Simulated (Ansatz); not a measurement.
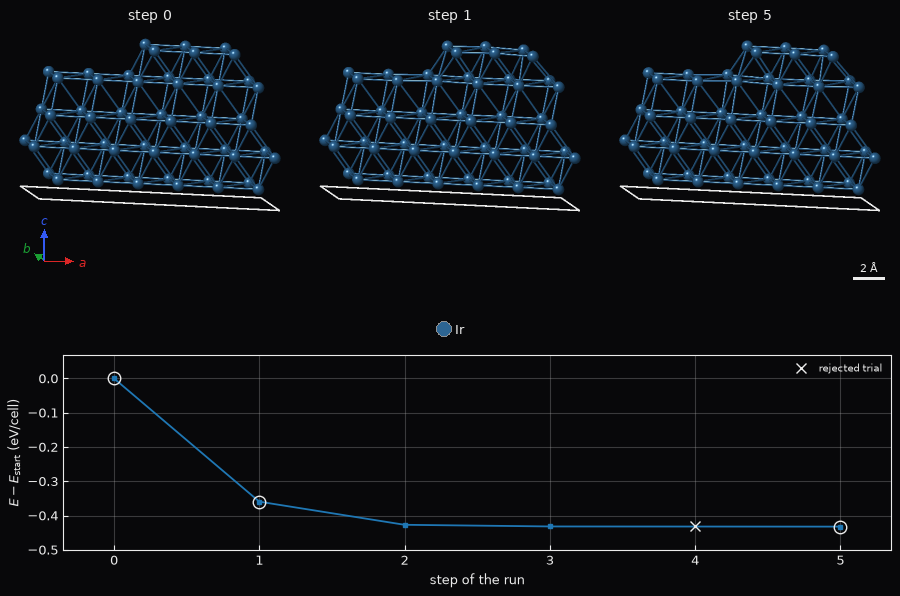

Frames of a constrained relaxation of a slab of composition Ir (cut from the Fm-3m phase), marked on the history of the run. Style: ball-and-stick. Shown: the 1 × 2 repeat of the cell, outlined in the plane, without the vacuum (origin shifted), slightly off an axis.

Case: stripe over 3 of 6 cells, two steps. 12 atoms are held fixed.

The calculation used Ansatz, DFT PBE, scalar-relativistic, plane waves, PAW.

Input
```yaml
crystal:
  lattice:
    - [16.4218237492, 0.0, 0.0]
    - [-1.3684853124, 2.3702860905, 0.0]
    - [0.0, 0.0, 20.9389086292]
  atoms:
    - { symbol: Ir, position: [0.0, 0.0, 0.0716369715] }
    - { symbol: Ir, position: [0.0555555556, 0.6666666667, 0.1783630285] }
    - { symbol: Ir, position: [0.1111111111, 0.3333333333, 0.2850890856] }
    - { symbol: Ir, position: [0.1666666667, 0.0, 0.0716369715] }
    - { symbol: Ir, position: [0.2222222222, 0.6666666667, 0.1783630285] }
    - { symbol: Ir, position: [0.2777777778, 0.3333333333, 0.2850890856] }
    - { symbol: Ir, position: [0.3333333333, 0.0, 0.0716369715] }
    - { symbol: Ir, position: [0.3888888889, 0.6666666667, 0.1783630285] }
    - { symbol: Ir, position: [0.4444444444, 0.3333333333, 0.2850890856] }
    - { symbol: Ir, position: [0.5, 0.0, 0.0716369715] }
    - { symbol: Ir, position: [0.5555555556, 0.6666666667, 0.1783630285] }
    - { symbol: Ir, position: [0.6111111111, 0.3333333333, 0.2850890856] }
    - { symbol: Ir, position: [0.6666666667, 0.0, 0.0716369715] }
    - { symbol: Ir, position: [0.7222222222, 0.6666666667, 0.1783630285] }
    - { symbol: Ir, position: [0.7777777778, 0.3333333333, 0.2850890856] }
    - { symbol: Ir, position: [0.8333333333, 1.0, 0.0716369715] }
    - { symbol: Ir, position: [0.8888888889, 0.6666666667, 0.1783630285] }
    - { symbol: Ir, position: [0.9444444444, 0.3333333333, 0.2850890856] }
    - { symbol: Ir, position: [0.0, 0.0, 0.3918151427] }
    - { symbol: Ir, position: [0.1666666667, 0.0, 0.3918151427] }
    - { symbol: Ir, position: [0.3333333333, 0.0, 0.3918151427] }
    - { symbol: Ir, position: [0.5, 0.0, 0.3918151427] }
    - { symbol: Ir, position: [0.6666666667, 0.0, 0.3918151427] }
    - { symbol: Ir, position: [0.8333333333, 0.0, 0.3918151427] }
    - { symbol: Ir, position: [0.0555555556, 0.6666666667, 0.4985411997] }
    - { symbol: Ir, position: [0.2222222222, 0.6666666667, 0.4985411997] }
    - { symbol: Ir, position: [0.3888888889, 0.6666666667, 0.4985411997] }
basis:
  ecutwfc: 420
kpoints:
  mp_grid: { grid: [2, 12, 1] }
hamiltonian:
  xc: pbe
scf:
  occupations: { method: gaussian, width: 0.1 }
output:
  forces: true
  eigenvalues: true
  populations: true
  write_density: true
  write_potential: true
  elf: true
  volumetric_format: npy
relax:
  adjacent_minimum: "off"
  f_tol: 0.02
  max_steps: 45
  constraints: [{ sites: [0, 1, 3, 4, 6, 7, 9, 10, 12, 13, 15, 16] }]
efield:
  axis: 3
  dipole_correction: true
  ramp_width: 0.04
```

Launched with:
```bash
ansatz run input.yaml --threads 4 --pin off --max-ram 9216MiB --backend cpu --events-out ev --progress --plain --runs-dir out
```

### What happens along the run?

Over 4 accepted moves (5 points after the start) the energy falls by 0.432 eV per cell of the calculation. Largest force component: 1.3 eV/Å at the start, 0.0083 eV/Å at the end. The line search rejected the trial step at point 4 of the run. The atom that moves furthest is Ir25 (0.18 Å at 48° to the normal (−c side)). The cell doesn't change. Near-neighbour distances that change, for instance: Ir20–Ir25 2.737 → 2.604 Å, Ir26–Ir27 2.737 → 2.622 Å, Ir3–Ir19 2.737 → 2.845 Å, Ir21–Ir27 2.737 → 2.638 Å. From step 0 to 1: Ir25 moves most (0.19 Å), energy −0.359 eV per cell of the calculation. From step 1 to 5: Ir26 moves most (0.07 Å), energy −72.8 meV per cell of the calculation.
